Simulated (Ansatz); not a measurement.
Cu₃O₂ (space group R-3m, No. 166): the end point of a relaxation with DFT PBE, scalar-relativistic, plane waves, PAW (Ansatz); the starting structure was generated, so it need not be a known form of this composition.

```cif
data_structure
_symmetry_space_group_name_H-M 'P 1'
_symmetry_Int_Tables_number 1
_cell_length_a 2.9252
_cell_length_b 2.9252
_cell_length_c 20.7537
_cell_angle_alpha 90.000
_cell_angle_beta 90.000
_cell_angle_gamma 120.000
_cell_volume 153.79
loop_
_atom_site_label
_atom_site_type_symbol
_atom_site_fract_x
_atom_site_fract_y
_atom_site_fract_z
_atom_site_occupancy
Cu1 Cu 0.00000 0.00000 0.00000 1
Cu2 Cu 0.33333 0.66667 0.87780 1
Cu3 Cu 0.00000 0.00000 0.78887 1
O1 O 0.66667 0.33333 0.72677 1
O2 O 0.66667 0.33333 0.93989 1
Cu4 Cu 0.66667 0.33333 0.33333 1
Cu5 Cu 0.00000 0.00000 0.21113 1
Cu6 Cu 0.66667 0.33333 0.12220 1
O3 O 0.33333 0.66667 0.06011 1
O4 O 0.33333 0.66667 0.27323 1
Cu7 Cu 0.33333 0.66667 0.66667 1
Cu8 Cu 0.66667 0.33333 0.54447 1
Cu9 Cu 0.33333 0.66667 0.45553 1
O5 O 0.00000 0.00000 0.39344 1
O6 O 0.00000 0.00000 0.60656 1
```

Describe how the polyhedra about Cu are linked (bonds: Cu–O below 2.4 Å).

Cu(3a): CuO6 octahedron, sharing edges with twelve neighbours and corners with six neighbours; Cu(6c): CuO3 trigonal pyramid, sharing corners with nine neighbours and edges with three neighbours.

They form layers of corner- and edge-sharing octahedra and trigonal pyramids parallel to (001).

Centre to centre across a shared edge: 2.93 to 3.05 Å; across a shared corner: 2.93 to 4.22 Å.

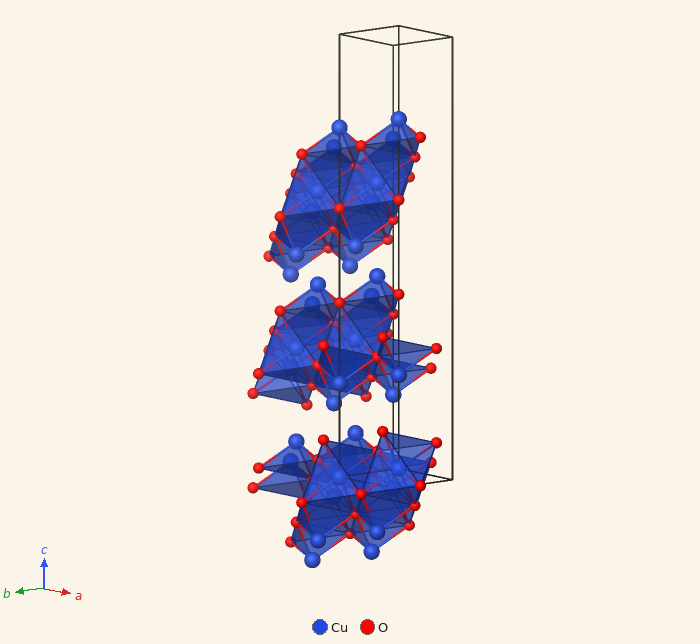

Polyhedra are drawn about Cu (bonds: Cu–O below 2.4 Å); other atoms are plain spheres.
